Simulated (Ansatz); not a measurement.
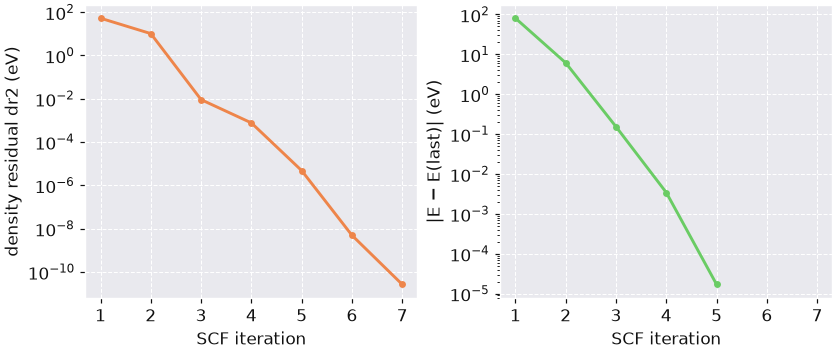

The plot shows the SCF iterations of a calculation: density residual dr2, distance of the Harris–Foulkes energy from its last value. Energy differences below 3 × 10⁻⁶ eV aren't drawn. The starting density is a sum of atomic densities corrected by a trained network.

Ag (3 atoms in the cell), run with Ansatz.

```
crystal:
  lattice:
    - [3.9639933, -0.00012139, 0.00627928]
    - [-1.98211804, 3.96109733, 0.15006316]
    - [0.77144729, 1.11745359, 0.49237455]
  atoms:
    - { symbol: Ag, position: [0.0, 0.6666666667, 0.0] }
    - { symbol: Ag, position: [0.0, 0.3333333333, 0.0] }
    - { symbol: Ag, position: [0.0, 0.0, 0.0] }
basis:
  ecutwfc: 420
kpoints:
  mp_grid: { grid: [5, 5, 40] }
hamiltonian:
  xc: lda
scf:
  occupations: { method: gaussian, width: 0.1 }
  max_iter: 50
output:
  forces: true
  eigenvalues: true
  stress: true
```

Launched with:
```bash
ansatz run input.yaml --threads 8 --pin off --max-ram 20480MiB --backend cpu --events-out ev --progress --plain --runs-dir out
```

> Did the calculation converge?

The run gave up at step 7 without converging. The residual goes from 50 at the first step to 2.6 × 10⁻¹¹ at the last.

> What lies behind the failure?

The input holds a fault, a lattice far too small: crystal.lattice changed.
